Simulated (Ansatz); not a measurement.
**WS2: density, localisation and related maps**

Input

```
crystal:
  lattice:
    - [3.1598870963, 0.0, 0.0]
    - [0.0, 5.473084997, 0.0]
    - [0.0, 0.0, 16.939849142]
  atoms:
    - { symbol: W, position: [-0.0061711066, 0.3333333333, 0.0] }
    - { symbol: W, position: [0.5061711066, 0.8333333333, 0.0] }
    - { symbol: S, position: [0.4942715091, 0.1666666667, 0.9069649216] }
    - { symbol: S, position: [0.0057284909, 0.6666666667, 0.9069649216] }
    - { symbol: S, position: [0.4942715091, 0.1666666667, 0.0930350784] }
    - { symbol: S, position: [0.0057284909, 0.6666666667, 0.0930350784] }
basis:
  ecutwfc: 420
kpoints:
  mp_grid: { grid: [8, 6, 2] }
hamiltonian:
  xc: pbe
  pseudopotentials: { kind: paw, azcp: { folder: soft_1 } }
  dispersion: d3bj
scf:
  occupations: { method: gaussian, width: 0.05 }
output:
  forces: true
  stress: true
  eigenvalues: true
  write_density: true
  write_potential: true
  elf: true
  volumetric_format: npy
```

Launched as:

```sh
ansatz run input.yaml --threads 2 --pin off --max-ram 4096MiB --backend cpu --events-out ev --progress --plain --runs-dir out
```

Below, planes, directions and counts refer to the conventional cell (a = 16.94 Å, b = 3.16 Å, c = 5.47 Å, α = 90.00°, β = 90.00°, γ = 90.00°).

Space group Pmc2₁; a point of a scan over the structure, not its minimum; a structure from a database of computed crystals, not necessarily the ambient phase; PAW files of the earlier set (soft_1).

Theory: Ansatz, DFT PBE+D3(BJ), scalar-relativistic, plane waves, PAW.

The density is the valence pseudo-density of a PAW calculation; it isn't the true density close to the nuclei.

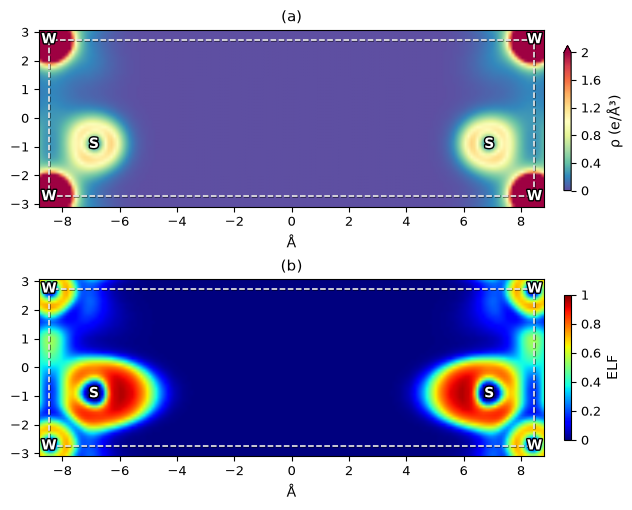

Figure 1. (a) valence charge density (pseudo); (b) electron localisation function on the (010) plane of the conventional cell.

> Interpret the plot.

The plane passes through W and S nuclei. W–S (2.41 Å): ρ at the midpoint is about 0.63 e/Å³; the ELF peaks at about 0.85 in the valence shell of S, 0.8 Å from its nucleus, and is about 0.50 at the midpoint. The density dies away to nearly zero in the voids. The features right at W lie inside the PAW spheres, where the map follows smoothed inner orbitals and isn't to be read closely.

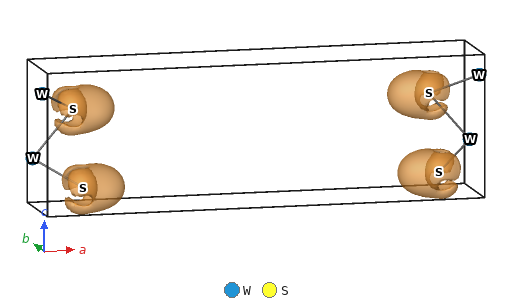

Figure 2. Isosurface of the electron localisation function at 0.8 (orange), seen slightly off an axis. Core shells and regions of very low density are left out. Sticks mark near contacts.

> What do the ELF domains correspond to?

At this value the surface marks out four regions wrapped around S (the valence shell of each), counted in one cell of 6 atoms. Any copies at cell faces, edges or corners count once.

> Does the calculation make it a metal, or give it a gap?

It is gapped, with a Kohn–Sham gap of 2.0 eV on the k-point mesh (the band edges may lie off the mesh, which would make the gap smaller).
